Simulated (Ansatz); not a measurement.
**Geometry relaxation of Al3GaAs4 (part 2 of 2)**

Al3GaAs4 (Pm, 8 atoms in the cell); DFT PBE, scalar-relativistic, plane waves, PAW, no spin polarisation (Ansatz 0.2.0); cutoff 420 eV, 10×6×6 k-mesh, Gaussian smearing of 0.01 eV. The structure derives from a Materials Project entry. It belongs to a series of runs on one base structure; here: 1 of 4 Al sites taken by Ga, cell and atoms relaxed.

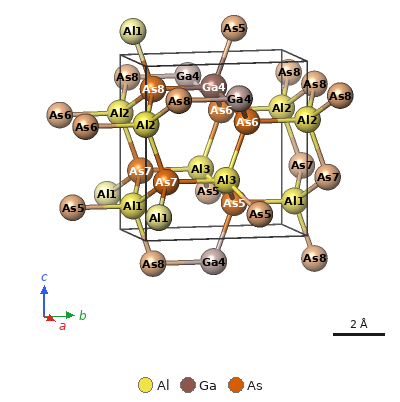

Fig. 1: The geometry at step 3 of the log (ball-and-stick view of the cell of the calculation, seen slightly off an axis; neighbours outside the cell are drawn fainter; atoms are numbered from 1 in the order of the input).

### Output, continued
```
--- Forces (eV/Å), atoms counted from 1 ---
  atom   1  Al    -0.00000000     0.00041552     0.00177935
  atom   2  Al    -0.00000000    -0.00030903    -0.00002990
  atom   3  Al    -0.00000000    -0.00023529     0.00180728
  atom   4  Ga    -0.00000000     0.00183429    -0.00191015
  atom   5  As     0.00000000    -0.00064492    -0.00173140
  atom   6  As     0.00000000    -0.00097893     0.00173866
  atom   7  As     0.00000000     0.00013505    -0.00296962
  atom   8  As     0.00000000    -0.00021858     0.00131391
  max |Σ_I F_I| component: 1.88e-6 eV/Å
--- Stress (GPa, compression-positive) ---
       -0.002949       0.000000       0.000000
        0.000000      -0.000520       0.001149
        0.000000       0.001144       0.007750
  P = ⅓ Tr σ = 0.0014 GPa (0.014 kbar)
--- Band table (eV; the first three rows and the last of 120) ---
  k-point 0: bands = ["-28.2519", "-28.2508", "-28.2309", "-28.2282", "-28.2215", "-28.1822", "-28.1819", "-28.1729", "-28.1706", "-28.1703", "-28.1693", "-28.1538", "-28.1534", "-28.1505", "-28.1499", "-28.1028", "-28.1007", "-28.1003", "-28.0919", "-28.0916", "-8.0862", "-8.0660", "-8.0379", "-7.9982", "-7.9903", "-5.4905", "-4.1380", "-4.0436", "-3.5154", "0.4954", "0.9215", "1.6507", "2.9143", "4.1972", "4.4131", "5.4475", "5.4647", "5.5277", "6.3255", "6.4678", "6.4750", "7.5345", "8.1156", "8.2154", "9.3194", "10.2149", "10.3018", "10.3083", "10.7115", "11.0250"]
  k-point 1: bands = ["-28.2519", "-28.2508", "-28.2309", "-28.2282", "-28.2215", "-28.1822", "-28.1819", "-28.1729", "-28.1706", "-28.1703", "-28.1693", "-28.1538", "-28.1534", "-28.1505", "-28.1499", "-28.1028", "-28.1007", "-28.1003", "-28.0919", "-28.0916", "-8.0865", "-8.0658", "-8.0379", "-7.9982", "-7.9903", "-5.4304", "-4.2817", "-4.0253", "-3.5056", "0.5527", "0.9804", "1.9131", "2.7953", "4.2582", "4.6522", "4.8989", "5.3315", "5.5701", "5.7528", "6.2658", "6.4053", "7.9995", "8.3945", "8.6272", "9.3762", "10.1900", "10.2723", "10.4568", "10.8616", "11.0555"]
  k-point 2: bands = ["-28.2519", "-28.2508", "-28.2309", "-28.2282", "-28.2215", "-28.1822", "-28.1819", "-28.1729", "-28.1706", "-28.1703", "-28.1693", "-28.1538", "-28.1534", "-28.1505", "-28.1499", "-28.1028", "-28.1007", "-28.1003", "-28.0919", "-28.0916", "-8.0870", "-8.0655", "-8.0379", "-7.9982", "-7.9903", "-5.2563", "-4.6153", "-3.9071", "-3.5764", "0.6915", "1.1307", "2.5117", "2.7957", "3.9169", "4.4353", "4.6580", "5.0392", "5.1537", "5.7183", "6.0446", "6.2139", "8.3084", "8.7962", "9.1768", "9.4983", "10.3944", "10.4870", "10.8154", "10.9591", "11.1153"]
  k-point 119: bands = ["-28.2523", "-28.2495", "-28.2312", "-28.2282", "-28.2214", "-28.1819", "-28.1815", "-28.1728", "-28.1706", "-28.1705", "-28.1696", "-28.1542", "-28.1524", "-28.1502", "-28.1496", "-28.1024", "-28.1007", "-28.1002", "-28.0919", "-28.0914", "-8.0910", "-8.0609", "-8.0417", "-7.9999", "-7.9909", "-3.8824", "-3.8259", "-3.7948", "-3.7358", "0.2226", "0.9476", "0.9538", "0.9681", "4.6001", "4.6557", "4.6738", "4.7224", "4.7322", "4.7543", "4.7586", "4.8035", "7.7928", "8.3140", "8.3310", "8.4589", "9.2920", "9.4914", "9.6357", "9.7919", "13.0584"]
--- Relaxed structure (3 steps of the walk, 3 accepted, 1 SCFs on fresh bases) ---
  F+E_penalty+E_count = -24823.63384326 eV   max|allowed force component| = 2.969e-3 eV/Å   (the final SCF, on the basis selected at the relaxed cell)
  cell:  # Å, volume = 188.3961 Å³
    - [-4.044400675803804, -6.48589023336563e-20, -2.380129280414819e-19]
    - [-3.9139558145492686e-19, -0.0009606711223525455, -6.651795244815034]
    - [-1.1233891416602933e-19, -7.002915245202745, -0.0010118589839546899]
  atoms:
    - { symbol: Al, position: [0.5, 0.9994703305479739, 0.16699175896836538] }
    - { symbol: Al, position: [1.4542064363845814e-19, 1.0000358315257967, 0.6665255851999677] }
    - { symbol: Al, position: [-8.73958880424279e-20, 0.4987606024275439, 0.33289005425445295] }
    - { symbol: Ga, position: [0.5, 0.4985753566376605, 0.8335480911612291] }
    - { symbol: As, position: [0.5, 0.6252303070751678, 0.1677142029299805] }
    - { symbol: As, position: [1.6229553664446563e-19, 0.6256496528522537, 0.6656339550072808] }
    - { symbol: As, position: [2.999028210501073e-20, 0.12492496414899734, 0.33316511824650424] }
    - { symbol: As, position: [0.5, 0.12335295478460652, 0.8335312342322185] }
```

### Trajectory as extended XYZ (Å, eV, eV/Å), 4 frames, from step=1 to step=4
```
8
Lattice="-4.0437 0.0000 0.0000 0.0000 0.0000 -6.6495 0.0000 -7.0038 0.0000" Properties=species:S:1:pos:R:3:forces:R:3 step=1 energy=-24823.63234 pressure_GPa=0.02
Al   -2.0218   -1.1673   -6.6444    0.0000   0.0055  -0.0221
Al    0.0000   -4.6692   -6.6444    0.0000  -0.0077  -0.0451
Al    0.0000   -2.3346   -3.3197    0.0000   0.0272   0.0307
Ga   -2.0218   -5.8365   -3.3197    0.0000  -0.0137   0.0421
As   -2.0218   -1.1673   -4.1543    0.0000  -0.0781  -0.0312
As    0.0000   -4.6692   -4.1543    0.0000   0.0669  -0.0617
As    0.0000   -2.3346   -0.8296    0.0000   0.0009  -0.0004
As   -2.0218   -5.8365   -0.8296    0.0000  -0.0010   0.0876
8
Lattice="-4.0438 0.0000 0.0000 0.0000 -0.0009 -6.6537 0.0000 -7.0016 -0.0009" Properties=species:S:1:pos:R:3:forces:R:3 step=2 energy=-24823.63375 pressure_GPa=0.01
Al   -2.0219   -1.1705   -6.6512    0.0000   0.0043   0.0110
Al    0.0000   -4.6673   -6.6551    0.0000  -0.0038   0.0083
Al    0.0000   -2.3305   -3.3179    0.0000  -0.0072  -0.0097
Ga   -2.0219   -5.8372   -3.3162    0.0000   0.0101  -0.0179
As   -2.0219   -1.1747   -4.1619    0.0000  -0.0019   0.0111
As    0.0000   -4.6609   -4.1649    0.0000  -0.0015   0.0199
As    0.0000   -2.3329   -0.8310    0.0000   0.0010  -0.0138
As   -2.0219   -5.8362   -0.8203    0.0000  -0.0011  -0.0089
8
Lattice="-4.0444 0.0000 0.0000 0.0000 -0.0010 -6.6518 0.0000 -7.0029 -0.0010" Properties=species:S:1:pos:R:3:forces:R:3 step=3 energy=-24823.63383 pressure_GPa=0.00
Al   -2.0222   -1.1704   -6.6484    0.0000   0.0004   0.0018
Al    0.0000   -4.6686   -6.6527    0.0000  -0.0003   0.0000
Al    0.0000   -2.3317   -3.3180    0.0000  -0.0002   0.0018
Ga   -2.0222   -5.8377   -3.3173    0.0000   0.0018  -0.0019
As   -2.0222   -1.1751   -4.1591    0.0000  -0.0006  -0.0017
As    0.0000   -4.6620   -4.1624    0.0000  -0.0010   0.0017
As    0.0000   -2.3332   -0.8313    0.0000   0.0001  -0.0030
As   -2.0222   -5.8373   -0.8214    0.0000  -0.0002   0.0013
8
Lattice="-4.0444 0.0000 0.0000 0.0000 -0.0010 -6.6518 0.0000 -7.0029 -0.0010" Properties=species:S:1:pos:R:3:forces:R:3 step=4 energy=-24823.63384 pressure_GPa=0.00
Al   -2.0222   -1.1704   -6.6484    0.0000   0.0004   0.0018
Al    0.0000   -4.6686   -6.6527    0.0000  -0.0003   0.0000
Al    0.0000   -2.3317   -3.3180    0.0000  -0.0002   0.0018
Ga   -2.0222   -5.8377   -3.3173    0.0000   0.0018  -0.0019
As   -2.0222   -1.1751   -4.1591    0.0000  -0.0006  -0.0017
As    0.0000   -4.6620   -4.1624    0.0000  -0.0010   0.0017
As    0.0000   -2.3332   -0.8313    0.0000   0.0001  -0.0030
As   -2.0222   -5.8373   -0.8214    0.0000  -0.0002   0.0013
```

This output came from the following input.

### The input
```yaml
crystal:
  lattice:
    - [-4.0436515913, 0.0, 0.0]
    - [0.0, 0.0, -6.6495016838]
    - [0.0, -7.0038100043, 0.0]
  atoms:
    - { symbol: Al, position: [0.5, 0.9992393046, 0.1666666667] }
    - { symbol: Al, position: [0.0, 0.9992393046, 0.6666666667] }
    - { symbol: Al, position: [0.0, 0.4992393046, 0.3333333333] }
    - { symbol: Ga, position: [0.5, 0.4992393046, 0.8333333333] }
    - { symbol: As, position: [0.5, 0.6247606954, 0.1666666667] }
    - { symbol: As, position: [0.0, 0.6247606954, 0.6666666667] }
    - { symbol: As, position: [0.0, 0.1247606954, 0.3333333333] }
    - { symbol: As, position: [0.5, 0.1247606954, 0.8333333333] }
basis:
  ecutwfc: 420
kpoints:
  mp_grid: { grid: [10, 6, 6] }
hamiltonian:
  xc: pbe
scf:
  occupations: { method: gaussian, width: 0.01 }
output:
  forces: true
  stress: true
  eigenvalues: true
relax:
  adjacent_minimum: "off"
  f_tol: 0.015
  max_steps: 60
  cell: { stress_tol: 0.15 }
```

Launch command:
```bash
ansatz run input.yaml --threads 1 --pin off --max-ram 2560MiB --backend cpu --events-out ev --progress --plain --runs-dir out
```

### Summary

- outcome: converged
- space group (tolerance 0.01 Å): Pm (6)
- electrons treated: 82
- free energy: −24823.6338 eV
- Fermi energy: 7.005 eV
- gap on the k-point mesh: 1.06 eV
- pressure: 0.00 GPa
- final volume: 188.40 Å³
- largest force (length of the vector) at the end: 0.003 eV/Å
- final cell: a = 4.044 Å, b = 6.652 Å, c = 7.003 Å, α = 89.98°, β = 90.00°, γ = 90.00°
- hardware: 1 thread of Intel Xeon (Sapphire Rapids), 192 GiB of memory available, shared host
- wall time: 6.5 min
- peak memory: 1 GiB
